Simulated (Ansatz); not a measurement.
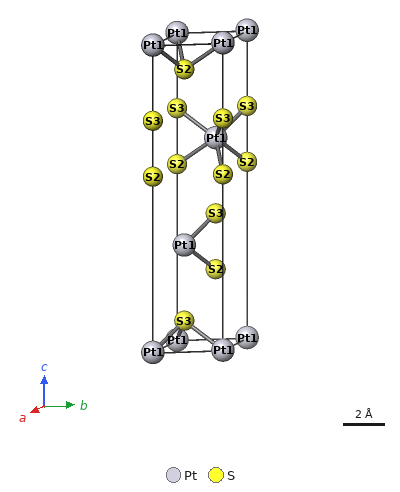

The input geometry (ball-and-stick view of the cell 3 times as large as that of the calculation, set on its symmetry axes, seen slightly off an axis; atoms are numbered from 1 in the order of the input). Near neighbours in the crystal (not all of them lie inside the picture): Pt has 6 S at 2.41 to 2.48 Å; S has 3 Pt at 2.41 to 2.48 Å.

**PtS₂: single-point calculation (part 1 of 2)**

PtS₂ (R3m, 3 atoms in the cell), computed with DFT, HSE06, plane waves, PAW, no spin polarisation (Ansatz 0.2.0).

The structure was built on a prototype by a generator. The geometry comes from this level: r2scan-rvv10. Figures and captions count atoms from 1; the log counts them from 0 in places.

The input:
```yaml
crystal:
  lattice:
    - [1.7391392306, 1.004092503, 5.0958703676]
    - [-1.7391392306, 1.004092503, 5.0958703676]
    - [0.0, -2.0081850059, 5.0958703676]
  atoms:
    - { symbol: Pt, position: [-0.0026256467, -0.0026256467, -0.0026256467] }
    - { symbol: S, position: [0.425598339, 0.425598339, 0.425598339] }
    - { symbol: S, position: [0.2436939743, 0.2436939743, 0.2436939743] }
kpoints:
  mp_grid: { grid: [4, 4, 4] }
hamiltonian:
  xc: hse06
scf:
  occupations: { method: fermi_dirac, width: 0.02 }
  n_extra_bands: 4
output:
  forces: true
  stress: true
  eigenvalues: true
  write_density: true
  write_potential: true
  elf: true
  volumetric_format: npy
```

Hardware: 4 threads of AMD EPYC (Zen 3), 192 GiB of memory available, shared host.

Launch command:
```bash
ansatz run input.yaml --threads 4 --pin off --max-ram 3686MiB --backend cpu --events-out ev --progress --plain --runs-dir out
```

Log:
```
Warning: output.stress: scf.convergence.dr2_threshold = 1e-7 eV (the SCF's general default) is looser than the 3e-10 eV advised for a printed stress (1e-10 eV for each atom of the cell: 3). What an SCF threshold leaves in a stress goes as its square root, and in the free energy as the threshold itself, and one threshold admits the most on a small cell: of the crystals measured, under no hybrid functional and no lock of the moments, on runs that ended without the residual-converged pass, on stresses that held no estimate of that error, the worst erred by over 100 MPa in a component at 1e-7 eV an atom and by under 5 at 1e-10. Set scf.convergence.dr2_threshold to 3e-10 eV or tighter. The threshold is an SCF's pass mark: one that does not reach it within its budget of iterations ends unconverged, or closes short of it on a stop that the run arms, and scf.convergence.dr2_threshold's page says what that costs each kind of run
Warning: output.stress: scf.exx.energy_threshold = 1e-6 eV is looser than the 3e-8 eV advised for a stress under a hybrid functional (1e-8 eV for each atom of the cell: 3). Every SCF of the exchange loop can meet its threshold on dr2 while the loop round them stops early: no threshold on dr2 bounds what that leaves in the stress. Set scf.exx.energy_threshold to 3e-8 eV or tighter. The threshold is the loop's pass mark: a loop that does not reach it within its budget of cycles ends unconverged, and scf.exx.energy_threshold's page has the law
basis.fft_grid_basis auto: the FFT boxes are laid along the combinations [[1, -1, 0], [0, 1, 0], [0, -1, 1]] of the cell's own vectors, 3.478, 5.477 and 3.478 Å long. The dense box has 24×40×24 points. Along the cell's own vectors, as sized, it would have 40×40×40, 2.78 times as many. Of the 6 symmetry operations that the crystal satisfies within crystal.symmetry.tolerance (time reversal apart; of a slab, those that keep its plane) the dense box along the cell's own vectors carries 6, and the one as laid loses 4 of those. basis.fft_grid_basis: typed keeps the cell's own vectors: state it where this run's energies or levels are differenced outside the engine with another run's, or held beside a run that keeps those vectors. Those combinations have planes normal to reciprocal vector 3, as the cell's own vectors have. Each planar average written beside output.write_density, output.write_potential has a row for each plane of the box: 24. The volumetric files lie along those combinations, not along the cell's own vectors: a cube or XSF file states them, and fields.json those of NumPy files.
scf.n_extra_bands = 4 over 15 filled bands (N_el = 30.0): the run solves 19 bands
Engine: ansatz 0.2.0, x86_64-unknown-linux-gnu
Pseudopotentials: kind: paw
Pseudopotential: Pt, paw, valence charge 18, recommended cutoff 420 eV (normal), Pt.paw.azcp
Pseudopotential: S, paw, valence charge 6, recommended cutoff 420 eV (normal), S.paw.azcp
Functional definition: HSE06
  parameter a = 0.25
  parameter omega = 0.11/bohr
  exchange = pbe_x - a*pbe_x_sr(omega) + a*exact_x_sr(omega)
  correlation = pbe_c
Crystal: 3 atoms, lattice volume = 53.392 Å³
Basis set: ecut = 420 eV, 1025 PW (Γ), FFT grids on a1−a2, a2, −a2+a3, exchange–correlation on 48×80×48 points (8 copies of the dense FFT grid, shifted against one another)
Bands: 19, of which v1, the nominal top of the filled ones, is band 15 counted from 1 (14 counted from 0)
Symmetry: 6 space group operations
Space group: R3m (ITA 160), of the structure as read, at distance tolerance 3.8e-5 Å
k-points: 13 of 64 (time reversal used)
Non-local potential: Pt, projectors of the file, l = 0: 3, l = 1: 2, l = 2: 2, l = 3: 1
Non-local potential: S, projectors of the file, l = 0: 2, l = 1: 2, l = 2: 2
PAW form: soft (Blöchl's): semilocal exchange-correlation on the pseudo side does not see the compensation charge
PAW frozen core: Pt, regenerated for the run's functional, and the local potential with it (the file was generated under x = pbe(κ = 0.804, μ = 0.2195149727645171), c = pbe(β = 0.06672455060314922))
PAW frozen core: S, regenerated for the run's functional, and the local potential with it (the file was generated under x = pbe(κ = 0.804, μ = 0.2195149727645171), c = pbe(β = 0.06672455060314922))
PAW one-centre angular grid: Pt, 590 points (default); XC on 64 Gauss nodes
PAW one-centre angular grid: S, 110 points (default); XC on 64 Gauss nodes
Initial density: superposition of atomic densities (neutral atoms: chi_scale 0, normalization atom), corrected by the library's trained network
Initial wavefunctions: pseudopotential atomic-orbital guess
Functional: x = pbe(κ = 0.804, μ = 0.2195149727645171), c = pbe(β = 0.06672455060314922), warm-up for x = pbe(κ = 0.804, μ = 0.2195149727645171) + 0.25 (exact − pbe) at short range (hse, ω = 0.20786987370883472 Å⁻¹), c = pbe(β = 0.06672455060314922); HSE06 as pw.x's `hse` composes it (authors' and Libxc's form: `xc: wpbeh`)
SCF iter   1: F=—  HF=-14326.569578 eV  |F-HF|=—  |Δ(HF+E_count)|=         —  Δρ=8.07e-3  dr2=2.52e-2  ethr=1.77e-3  ⟨swp⟩=9.3  Hψ=1076  notcnv=0
preconditioner: auto → none  [insulator: Δε(μ)=0.085 eV  Ē_g=8.990 eV  σ=0.020 eV  W_gap=0.67  n_scr=16 (ndim 8)  ℏωp=23.8 eV  f_vac=0.007  D(μ)=1.61/eV (n_scr^D=14)]
SCF iter   2: F=—  HF=-14326.566294 eV  |F-HF|=—  |Δ(HF+E_count)|=   3.28e-3  Δρ=3.41e-3  dr2=5.13e-3  ethr=8.40e-5  ⟨swp⟩=3.8  Hψ=543  notcnv=0  defer=8
iter 3 solved again at ethr=1.04e-6 eV; its pass at ethr=1.71e-5 eV (dr2=3.13e-4 eV) is discarded
SCF iter   3: F=—  HF=-14326.566179 eV  |F-HF|=—  |Δ(HF+E_count)|=   1.15e-4  Δρ=6.13e-4  dr2=3.10e-4  ethr=1.04e-6  ⟨swp⟩=2.8  Hψ=1040  notcnv=0  defer=1
SCF iter   4: F=—  HF=-14326.566135 eV  |F-HF|=—  |Δ(HF+E_count)|=   4.46e-5  Δρ=2.48e-4  dr2=1.90e-5  ethr=1.03e-6  ⟨swp⟩=3.0  Hψ=552  notcnv=0
SCF iter   5: F=—  HF=-14326.566141 eV  |F-HF|=—  |Δ(HF+E_count)|=   6.36e-6  Δρ=5.56e-5  dr2=2.35e-6  ethr=6.33e-8  ⟨swp⟩=3.0  Hψ=557  notcnv=0
SCF iter   6: F=—  HF=-14326.566141 eV  |F-HF|=—  |Δ(HF+E_count)|=   1.74e-7  Δρ=1.70e-5  dr2=1.19e-7  ethr=7.84e-9  ⟨swp⟩=3.0  Hψ=554  notcnv=0
SCF iter   7: F=—  HF=-14326.566141 eV  |F-HF|=—  |Δ(HF+E_count)|=   2.03e-8  Δρ=4.86e-6  dr2=1.28e-8  ethr=3.98e-10  ⟨swp⟩=3.0  Hψ=582  notcnv=0
SCF iter   8: F=-14326.566141 eV  HF=-14326.566141 eV  |F-HF|=3.66e-10  |Δ(HF+E_count)|=  1.87e-10  Δρ=1.24e-6  dr2=7.19e-10  ethr=4.27e-11  ⟨swp⟩=3.0  Hψ=558  notcnv=0
SCF 1 converged in 8 iterations: F = -14326.566141 eV  dr2 = 7.19e-10
  greatest PAW one-centre occupation: 1.000 electrons in one spin orbital (limit 2), on the Pt atom at site 0 (counted from 0), in its partial waves of l = 0
Initial density: handed on by an earlier stage of this run
Initial wavefunctions: those handed on with the density
Functional: x = pbe(κ = 0.804, μ = 0.2195149727645171) + 0.25 (exact − pbe) at short range (hse, ω = 0.20786987370883472 Å⁻¹), c = pbe(β = 0.06672455060314922); HSE06 as pw.x's `hse` composes it (authors' and Libxc's form: `xc: wpbeh`)
Exchange kernel: α = 0.2500, screened, ω = 0.2079 Å⁻¹, Wigner–Seitz truncation, v(0) = 1019.2402 eV·Å³, q-mesh 4×4×4, nearest image of the exchange supercell L = 13.91 Å, pair-density grid 20×36×20, without the augmentation charges, whose exchange is taken in its separable form by FFT convolution over the k-point mesh (the finest that the files' search goes to), smooth part of the exact exchange by density-matrix convolution
Frozen-core exchange: fock
iter 1 solved again at ethr=2.41e-4 eV; its pass at ethr=1.00e-1 eV (dr2=7.22e-2 eV) is discarded
SCF iter   1: F=—  HF=-14329.405502 eV  |F-HF|=—  |Δ(HF+E_count)|=         —  Δρ=1.04e-2  dr2=7.83e-2  ethr=2.41e-4  ⟨swp⟩=3.4  Hψ=1067  notcnv=0
preconditioner: auto → none  [insulator: Δε(μ)=0.054 eV  Ē_g=10.420 eV  σ=0.020 eV  W_gap=0.51  n_scr=16 (ndim 8)  ℏωp=23.8 eV  f_vac=0.004  D(μ)=2.33/eV (n_scr^D=22)]
SCF iter   2: F=—  HF=-14329.427941 eV  |F-HF|=—  |Δ(HF+E_count)|=   2.24e-2  Δρ=1.27e-2  dr2=1.42e-1  ethr=2.41e-4  ⟨swp⟩=3.5  Hψ=672  notcnv=0
preconditioner: auto → Kerker (q_TF=auto, 2.478 Å⁻¹)  [metal: Δε(μ)=0.053 eV  Ē_g=10.396 eV  σ=0.020 eV  W_gap=0.46  n_scr=16 (ndim 8)  ℏωp=23.8 eV  f_vac=0.005  D(μ)=3.03/eV (n_scr^D=28)]
SCF iter   3: F=—  HF=-14329.404727 eV  |F-HF|=—  |Δ(HF+E_count)|=   2.32e-2  Δρ=5.98e-3  dr2=1.38e-2  ethr=2.41e-4  ⟨swp⟩=3.0  Hψ=585  notcnv=0
SCF iter   4: F=—  HF=-14329.408707 eV  |F-HF|=—  |Δ(HF+E_count)|=   3.98e-3  Δρ=3.79e-3  dr2=5.92e-3  ethr=2.73e-5  ⟨swp⟩=3.1  Hψ=577  notcnv=0
SCF iter   5: F=—  HF=-14329.413554 eV  |F-HF|=—  |Δ(HF+E_count)|=   4.85e-3  Δρ=1.16e-3  dr2=7.80e-4  ethr=1.06e-5  ⟨swp⟩=3.5  Hψ=680  notcnv=0
SCF iter   6: F=—  HF=-14329.413702 eV  |F-HF|=—  |Δ(HF+E_count)|=   1.47e-4  Δρ=6.59e-4  dr2=2.34e-4  ethr=1.71e-6  ⟨swp⟩=2.9  Hψ=472  notcnv=0
SCF iter   7: F=-14329.413700 eV  HF=-14329.413709 eV  |F-HF|=9.09e-6  |Δ(HF+E_count)|=   7.52e-6  Δρ=1.33e-4  dr2=1.82e-5  ethr=6.17e-7  ⟨swp⟩=3.0  Hψ=553  notcnv=0
SCF 2 stopped early in 7 iterations: F = -14329.413700 eV  dr2 = 1.82e-5
  Residual-converged pass: ⟨swp⟩=4.4  Hψ=814  notcnv=0  max |occ|·‖R‖ = 6.2e-6 eV (tolerance 6.7e-6 eV)  dr2=1.84e-5  dr2_onsite=5.17e-7  max |Δocc| = 4.1e-9
hybrid outer 1: dexx = +5.739e-2 eV, tail = 1.06e-4 eV
Exchange kernel: α = 0.2500, screened, ω = 0.2079 Å⁻¹, Wigner–Seitz truncation, v(0) = 1019.2402 eV·Å³, q-mesh 4×4×4, nearest image of the exchange supercell L = 13.91 Å, pair-density grid 20×36×20, without the augmentation charges, whose exchange is taken in its separable form by FFT convolution over the k-point mesh (the finest that the files' search goes to), smooth part of the exact exchange by density-matrix convolution
Frozen-core exchange: fock
SCF iter   1: F=—  HF=-14329.413789 eV  |F-HF|=—  |Δ(HF+E_count)|=         —  Δρ=1.02e-4  dr2=7.08e-6  ethr=1.76e-6  ⟨swp⟩=3.6  Hψ=605  notcnv=0
preconditioner: auto → none  [insulator: Δε(μ)=0.133 eV  Ē_g=10.444 eV  σ=0.020 eV  W_gap=0.83  n_scr=16 (ndim 8)  ℏωp=23.8 eV  f_vac=0.006  D(μ)=1.36/eV (n_scr^D=8)]
SCF iter   2: F=—  HF=-14329.413791 eV  |F-HF|=—  |Δ(HF+E_count)|=   2.02e-6  Δρ=9.56e-5  dr2=8.48e-6  ethr=2.33e-8  ⟨swp⟩=3.6  Hψ=566  notcnv=0
SCF iter   3: F=—  HF=-14329.413790 eV  |F-HF|=—  |Δ(HF+E_count)|=   1.11e-6  Δρ=3.72e-5  dr2=4.07e-7  ethr=2.33e-8  ⟨swp⟩=2.9  Hψ=485  notcnv=0
SCF iter   4: F=—  HF=-14329.413790 eV  |F-HF|=—  |Δ(HF+E_count)|=   1.28e-7  Δρ=1.10e-5  dr2=1.21e-7  ethr=1.31e-9  ⟨swp⟩=3.4  Hψ=587  notcnv=0
SCF iter   5: F=—  HF=-14329.413790 eV  |F-HF|=—  |Δ(HF+E_count)|=  1.82e-11  Δρ=5.72e-6  dr2=4.57e-8  ethr=3.79e-10  ⟨swp⟩=3.0  Hψ=492  notcnv=0
SCF iter   6: F=—  HF=-14329.413790 eV  |F-HF|=—  |Δ(HF+E_count)|=   5.74e-9  Δρ=3.08e-6  dr2=7.54e-9  ethr=1.42e-10  ⟨swp⟩=3.1  Hψ=508  notcnv=0  defer=3
SCF iter   7: F=-14329.413790 eV  HF=-14329.413790 eV  |F-HF|=2.56e-10  |Δ(HF+E_count)|=  1.69e-10  Δρ=1.02e-6  dr2=6.61e-10  ethr=2.32e-11  ⟨swp⟩=3.4  Hψ=587  notcnv=0  defer=1
SCF 3 converged in 7 iterations: F = -14329.413790 eV  dr2 = 6.61e-10
  Residual-converged pass: ⟨swp⟩=3.6  Hψ=652  notcnv=0  max |occ|·‖R‖ = 2.5e-7 eV (tolerance 2.7e-7 eV)  dr2=6.67e-10  dr2_onsite=3.15e-11  max |Δocc| = 4.8e-14
hybrid outer 2: dexx = +1.506e-6 eV, tail = 5.92e-8 eV, Δε = 2.26e-3 eV (about 7.62e-5 eV left of the loop's levels), ΔF = 6.96e-3 eV/Å (tail 1.14e-3)
Exchange kernel: α = 0.2500, screened, ω = 0.2079 Å⁻¹, Wigner–Seitz truncation, v(0) = 1019.2402 eV·Å³, q-mesh 4×4×4, nearest image of the exchange supercell L = 13.91 Å, pair-density grid 20×36×20, without the augmentation charges, whose exchange is taken in its separable form by FFT convolution over the k-point mesh (the finest that the files' search goes to), smooth part of the exact exchange by density-matrix convolution
Frozen-core exchange: fock
SCF iter   1: F=—  HF=-14329.413790 eV  |F-HF|=—  |Δ(HF+E_count)|=         —  Δρ=7.21e-6  dr2=9.80e-9  ethr=9.86e-10  ⟨swp⟩=4.7  Hψ=613  notcnv=0
preconditioner: auto → none  [insulator: Δε(μ)=0.133 eV  Ē_g=10.444 eV  σ=0.020 eV  W_gap=0.83  n_scr=16 (ndim 8)  ℏωp=23.8 eV  f_vac=0.007  D(μ)=1.36/eV (n_scr^D=8)]
SCF iter   2: F=—  HF=-14329.413790 eV  |F-HF|=—  |Δ(HF+E_count)|=   7.37e-9  Δρ=4.46e-6  dr2=6.22e-9  ethr=2.74e-11  ⟨swp⟩=3.1  Hψ=555  notcnv=0
SCF iter   3: F=—  HF=-14329.413790 eV  |F-HF|=—  |Δ(HF+E_count)|=  4.71e-10  Δρ=3.11e-6  dr2=2.89e-9  ethr=1.93e-11  ⟨swp⟩=3.3  Hψ=517  notcnv=0
SCF iter   4: F=-14329.413790 eV  HF=-14329.413790 eV  |F-HF|=9.46e-11  |Δ(HF+E_count)|=  5.71e-10  Δρ=5.96e-7  dr2=1.32e-10  ethr=8.79e-12  ⟨swp⟩=2.0  Hψ=445  notcnv=0
SCF 4 converged in 4 iterations: F = -14329.413790 eV  dr2 = 1.32e-10
  Residual-converged pass: ⟨swp⟩=3.8  Hψ=627  notcnv=0  max |occ|·‖R‖ = 2.7e-7 eV (tolerance 2.7e-7 eV)  dr2=1.27e-10  dr2_onsite=3.25e-12  max |Δocc| = 3.8e-13
```
